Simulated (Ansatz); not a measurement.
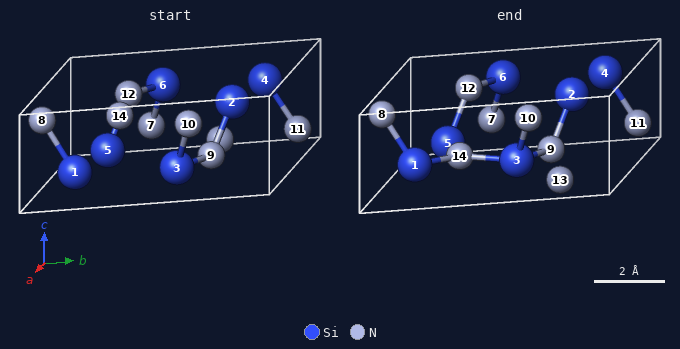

The structure of crystalline Si3N4 (set up in P6_3) before (left) and after (right) a relaxation, at one scale.

The picture is a ball-and-stick view of the cell of the calculation, seen slightly off an axis.

Level of theory: DFT, PBE, plane-wave PAW, default files, scalar-relativistic (Ansatz). Set-up: plane-wave cutoff 420 eV; k-point mesh 4 × 4 × 10; occupations fermi dirac; smearing width 0.01 eV; no spin polarisation; atoms relaxed in a fixed cell; force threshold 0.02 eV/Å; at most 60 steps.

What changed between the two?

Answer. The largest moves, 1.19 Å, are those of N13 and N14. N13 goes along −c. By element the largest moves are N 1.19 Å, Si 0.22 Å. The lattice vectors keep their values. Near-neighbour distances that change, for instance: Si1–N14 2.287 → 3.378 Å, Si1–N14 (another image) 2.229 → 1.728 Å, Si1–N8 1.772 → 1.734 Å, Si1–N8 (another image) 1.699 → 1.734 Å. New bonds form: Si1–N14 (2.23 → 1.73 Å), Si2–N13 (2.23 → 1.73 Å), Si3–N14 (2.23 → 1.73 Å), Si4–N13 (2.23 → 1.73 Å). Among the angles between lasting bonds that change: Si4–N11–Si5 125.4° → 123.1°, Si4–N11–Si5 120.9° → 123.1°. The space group (tolerance 0.01 Å) goes from P6_3 (No. 173) to P6_3/m (No. 176). The energy falls by 9.976 eV per cell of the calculation in 9 accepted moves (10 points after the start). Largest force component: 2.2 eV/Å at the start, 0.012 eV/Å at the end. 1 step only repeated the SCF at the same geometry. The run took 72 s on 4 threads of Arm Neoverse N1, on a shared host, peak memory 0.56 GiB.
